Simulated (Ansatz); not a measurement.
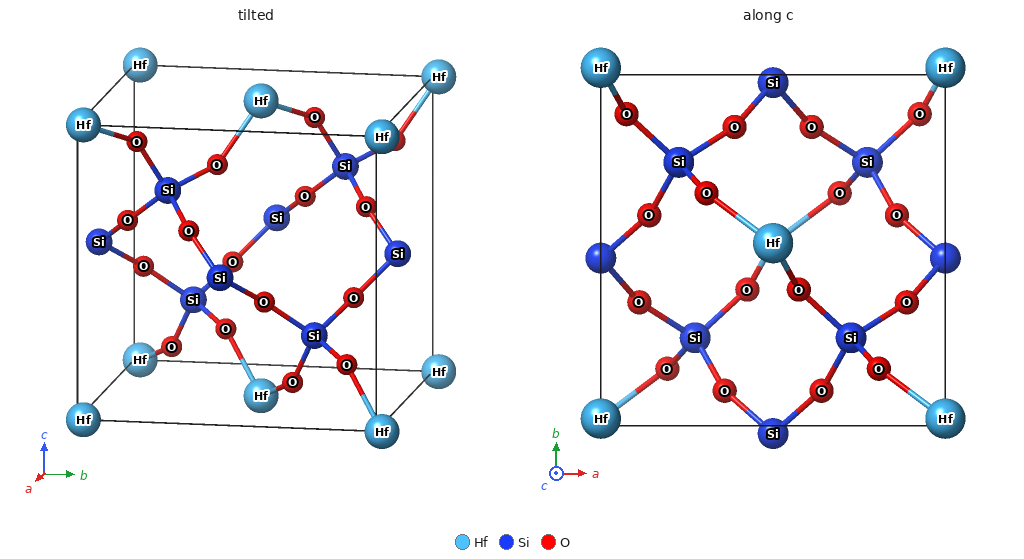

Shown here is a ball-and-stick view of the crystal, taken slightly off an axis and along the c axis. The conventional unit cell is drawn as a box.

HfSi3O8, space group C2 (No. 5), a = 7.53 Å, b = 7.67 Å, c = 7.59 Å, α = 90.00°, β = 90.05°, γ = 90.00°.

Setup: Ansatz, DFT PBEsol, scalar-relativistic, plane waves, PAW; a cutoff energy of 420 eV, k-points about 0.29 Å⁻¹ apart, Gaussian smearing of 0.02 eV, no spin polarisation.

Is the electronic structure metallic or gapped?

An insulator at this level, with a gap of 5.13 eV, direct.

Give the pressure and its sign.

The computed pressure is -2.1 GPa (stretched: it would shrink).

Starting structure: a structure type filled with these elements by a generator (whether the compound takes this form wasn't checked). Earlier steps of the study may have refined or changed the cell and positions. A calculation with Ansatz used it as input.
